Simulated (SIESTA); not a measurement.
System: SrO (space group Fm-3m).

Computed with SIESTA 5.4.2: DFT in numerical atomic orbitals with pseudopotentials, no spin polarisation; energies at scaled volumes of the given cell, shape and fractions fixed, counted from the fit's minimum, third-order Birch-Murnaghan fit. All runs: no spin polarisation.

| setting | value |
| --- | --- |
| k mesh | 9×9×9 |
| occupations | Fermi–Dirac |
| smearing width | 0.05 eV |
| potentials | PseudoDojo 0.4 standard, converted to PSML, two zetas on semicore shells |

Describe the result: the pressure against volume, with one curve for each functional. The cases: PBEsol; PBE.

The fitted equilibrium volumes, smallest first, are PBEsol 16.904, PBE 17.610 Å³/atom. The fitted bulk moduli, smallest first, are PBE 92.0, PBEsol 99.9 GPa. For PBEsol, the pressure falls from 7.09 GPa at volume 15.89 Å³/atom to −5.10 GPa at 17.92 Å³/atom, and changes sign near 16.91 Å³/atom. For PBE, the pressure falls from 11.67 GPa at volume 15.89 Å³/atom to −1.48 GPa at 17.92 Å³/atom, and changes sign near 17.61 Å³/atom.

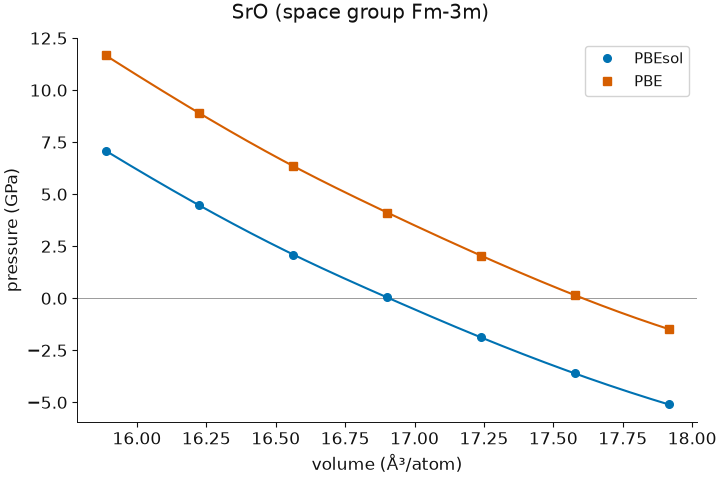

Note: mulliken charges of long orbitals.
